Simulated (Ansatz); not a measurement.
# How many bands does the GW gap of MoPbO4 (Wulfenite) need?, part 2 of 2

How do accuracy and time trade against each other in G0W0 on MoPbO4 (Wulfenite)?

Ansatz 0.2.0; G0W0 on r2SCAN, plane waves, PAW. Known limits of the many-body steps: not at the basis limit; no spin-orbit coupling.

So far. Step 2 (405 empty bands, screening to 100 eV): The gap on the mesh goes from 3.06 eV to 4.24 eV, a correction of +1.18 eV. Between the two edge states, bare exchange in place of the xc potential would open the gap by 8.21 eV, and correlation takes back 7.03 eV. Step 3 (898 empty bands, screening to 170 eV): Against the run with 4×4×4 mesh, 405 empty bands, screening to 100 eV, hard PAW files, the gap moves by +0.06 eV.

## (4) 1602 empty bands, screening to 250 eV

input.yaml reads:

```yaml
crystal:
  lattice:
    - [-2.7156, 2.7156, 6.05325]
    - [2.7156, -2.7156, 6.05325]
    - [2.7156, 2.7156, -6.05325]
  atoms:
    - { symbol: Mo, position: [0.25, 0.75, 0.5] }
    - { symbol: Mo, position: [0.5, 0.5, 0.0] }
    - { symbol: Pb, position: [0.75, 0.25, 0.5] }
    - { symbol: Pb, position: [0.0, 0.0, 0.0] }
    - { symbol: O, position: [0.0323, 0.9041, 0.5986] }
    - { symbol: O, position: [0.6541, 0.5555, 0.3718] }
    - { symbol: O, position: [0.3055, 0.4337, 0.4014] }
    - { symbol: O, position: [0.1837, 0.2823, 0.6282] }
    - { symbol: O, position: [0.7177, 0.3459, 0.9014] }
    - { symbol: O, position: [0.0959, 0.6945, 0.1282] }
    - { symbol: O, position: [0.4445, 0.8163, 0.0986] }
    - { symbol: O, position: [0.5663, 0.9677, 0.8718] }
kpoints:
  mp_grid: { grid: [4, 4, 4] }
hamiltonian:
  xc: r2scan
  pseudopotentials: { kind: paw, source: ansatz }
scf:
  occupations: { method: fixed }
gw:
  n_empty_bands: 1602
  ecut_chi: 250.0
  qp_bands: [v4, c4]
  qp_kpoints: band_edges
  screening: { model: contour_deformation }
```

Run with:

```
ansatz run input.yaml --threads 4 --pin off --max-ram 138240MiB --backend cuda --events-out ev --progress --plain --runs-dir out --devices 1 --max-vram 26GiB
```

Numbers of over 12 decimals in the logs are rounded to 6 here.

Log:

```text
GPUs: using 1 of 1 available (devices: 1).
[...]
GPU FFT provider: cuFFT
GPU libraries: cuBLAS 13.8.2, cuFFT 12.4.0, cuSOLVER 12.3.4
Crystal: 12 atoms, lattice volume = 178.558 Å³
Basis set: ecut = 1050 eV, 13731 PW (Γ), exchange–correlation on 360×360×360 points (64 copies of the dense FFT grid, shifted against one another)
Bands: 72, of which v1, the nominal top of the filled ones, is band 60 counted from 1 (59 counted from 0)
[...]
0    64     12.1383   -16.8920    -4.8613   -22.6470  0.7455    13.0472    13.0319  root
[...]
13    61     11.7483   -16.2942    -4.7645   -21.9691  0.7560    12.6718    12.6586  root
    13    62     11.7483   -16.2942    -4.7645   -21.9691  0.7560    12.6718    12.6586  root
    13    63     11.8417   -16.2123    -4.6950   -21.7808  0.7567    12.7277    12.7153  root
    13    64     11.8417   -16.2123    -4.6950   -21.7808  0.7567    12.7277    12.7153  root
[key lines of the parts left out:]
SCF converged after 10 iterations
Free energy (F): -45098.689766 eV
Fermi energy:    7.864856 eV
```

Elapsed: 6.6 min, on 1 × NVIDIA H100 80GB HBM3 (shared by 3 runs) with 4 threads of AMD EPYC 7R13 (Zen 3), shared host; peak memory 15 GiB; 13 min of CPU time.

This step gave:

```
bands summed                                 : 1662
RPA ε∞ on this mesh (eigenvalues)            : 4.316, 4.675, 4.675
plane waves in the screening matrix          : 1579
G0W0 gap on the mesh                         : 4.357 eV
k of the valence top                         : 0, 0.25, 0.25
k of the conduction bottom                   : 0.25, -0.25, 0.25
starting gap on the mesh                     : 3.057 eV
least direct G0W0 gap on the computed points : 4.442 eV
```

Against the run with 4×4×4 mesh, 898 empty bands, screening to 170 eV, hard PAW files, the gap moves by +0.05 eV.

## (5) 2654 empty bands, screening to 350 eV

input.yaml: that of step 4 with these lines changed.

```diff
@@ -26,4 +26,4 @@
 gw:
-  n_empty_bands: 1602
-  ecut_chi: 250.0
+  n_empty_bands: 2654
+  ecut_chi: 350.0
   qp_bands: [v4, c4]
```

Log:

```text
GPUs: using 1 of 1 available (devices: 1).
[...]
GPU FFT provider: cuFFT
GPU libraries: cuBLAS 13.8.2, cuFFT 12.4.0, cuSOLVER 12.3.4
Crystal: 12 atoms, lattice volume = 178.558 Å³
Basis set: ecut = 1050 eV, 13731 PW (Γ), exchange–correlation on 360×360×360 points (64 copies of the dense FFT grid, shifted against one another)
Bands: 72, of which v1, the nominal top of the filled ones, is band 60 counted from 1 (59 counted from 0)
[...]
0    64     12.1383   -16.8920    -4.9832   -22.6470  0.7443    12.9211    12.9100  root
[...]
13    61     11.7483   -16.2942    -4.8810   -21.9691  0.7549    12.5520    12.5422  root
    13    62     11.7483   -16.2942    -4.8810   -21.9691  0.7549    12.5520    12.5422  root
    13    63     11.8417   -16.2123    -4.8105   -21.7808  0.7556    12.6089    12.5998  root
    13    64     11.8417   -16.2123    -4.8105   -21.7808  0.7556    12.6089    12.5998  root
[key lines of the parts left out:]
SCF converged after 10 iterations
Free energy (F): -45098.689766 eV
Fermi energy:    7.864856 eV
```

Wall time 14 min (1 × NVIDIA H100 80GB HBM3 (shared by 3 runs) with 4 threads); peak memory 30 GiB; 26 min of CPU time.

Numbers from this step:

* bands summed: 2714
* RPA ε∞ on this mesh (eigenvalues): 4.313, 4.673, 4.673
* plane waves in the screening matrix: 2607
* G0W0 gap on the mesh: 4.380 eV
* k of the valence top: 0, 0.25, 0.25
* k of the conduction bottom: 0.25, -0.25, 0.25
* starting gap on the mesh: 3.057 eV
* least direct G0W0 gap on the computed points: 4.463 eV

Against the run with 4×4×4 mesh, 1602 empty bands, screening to 250 eV, hard PAW files, the gap moves by +0.02 eV.

## (6) Convergence and cost

Times are wall times on 1 × NVIDIA H100 80GB HBM3 (shared by 3 runs) with 4 threads of AMD EPYC 7R13 (Zen 3), shared host, good to a factor of about two.

```csv
mesh,files,frequency,bands summed,cutoff (eV),start (eV),G0W0 (eV),time,host memory (GiB)
4×4×4,hard PAW,contour deformation,465,100,3.057,4.242,2 min,5.4
4×4×4,hard PAW,contour deformation,958,170,3.057,4.304,4 min,8.8
4×4×4,hard PAW,contour deformation,1662,250,3.057,4.357,6.6 min,15
4×4×4,hard PAW,contour deformation,2714,350,3.057,4.380,14 min,30
```

The parts of the quasiparticle energy at the two band edges (eV; QP = start + Σx + Σc − Vxc):

```csv
run,edge,start,Σx,Σc,Vxc,Z,QP
465 bands,valence top,7.86,-23.98,2.86,-21.03,0.77,7.77
465 bands,conduction bottom,10.92,-14.43,-4.17,-19.69,0.78,12.01
958 bands,valence top,7.86,-23.98,2.56,-21.03,0.77,7.47
958 bands,conduction bottom,10.92,-14.43,-4.40,-19.69,0.78,11.78
1662 bands,valence top,7.86,-23.98,2.38,-21.03,0.76,7.29
1662 bands,conduction bottom,10.92,-14.43,-4.53,-19.69,0.78,11.65
2714 bands,valence top,7.86,-23.98,2.26,-21.03,0.76,7.17
2714 bands,conduction bottom,10.92,-14.43,-4.63,-19.69,0.78,11.55
```

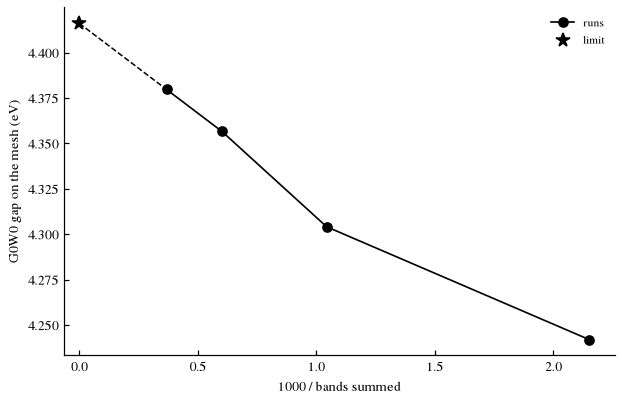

The gap against one over the number of bands; the dashed line carries the two highest rungs to the limit.

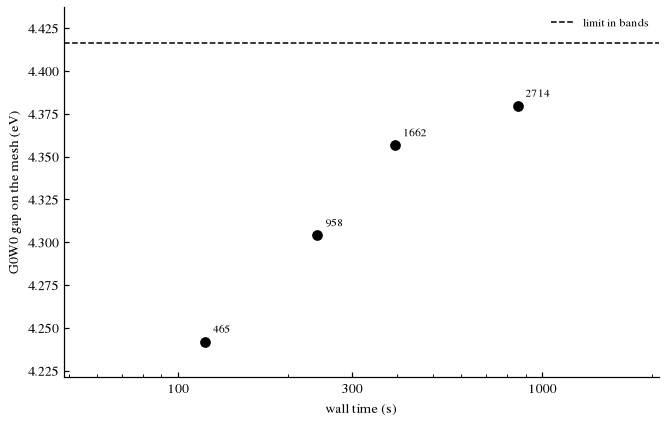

Result against wall time.

## (7) Outcome

```yaml
465_bands_100_ev: 4.242 eV
958_bands_170_ev: 4.304 eV
1662_bands_250_ev: 4.357 eV
2714_bands_350_ev: 4.380 eV
estimated_limit_in_bands_and_cutoff: 4.42 eV
mesh_and_start: 4×4×4, r2SCAN
```

A line in one over the bands through the two highest rungs gives 4.42 eV, +0.04 eV from the top rung; the pair below gives 4.43 eV, in fair agreement. The rungs stand 0.17 eV (465 bands), 0.11 eV (958 bands), 0.06 eV (1662 bands) and 0.04 eV (2714 bands) from it. From 465 to 2714 bands the gap moves by +0.14 eV while the time grows 7.2-fold. Σc changes by −0.60 eV at the valence top and −0.46 eV at the conduction bottom, so the levels themselves move more than the gap between them. The cheapest rung within 0.1 eV of this estimate is that with 1662 bands (6.6 min). Gaps are over the mesh's points; an edge off the mesh would be missed. Where an edge is built on 6p states of lead, bismuth or thallium, scalar-relativistic gaps usually stand too wide, by a few tenths to over one eV. The many-body steps are scalar-relativistic: spin-orbit coupling is not in them.

[Paths, hosts, dates, memory and timing lines, banners, echoed tables and standing remarks are left out of the program output.]

[Logs are printed without paths, hosts, clocks, repeated set-up lines and the standing remarks that a program may print on its own settings, such as how far it seeks lower states.]

[Runs of the session that timed out or met a known fault of the program may be left out.]

[Cells called generated may have been cut or substituted from an entry of the Crystallography Open Database or the Materials Project.]

[Hosts, paths, dates, database ids (printed as entryN), source tags and the programs' standing remarks are cut or masked in the printed files.]
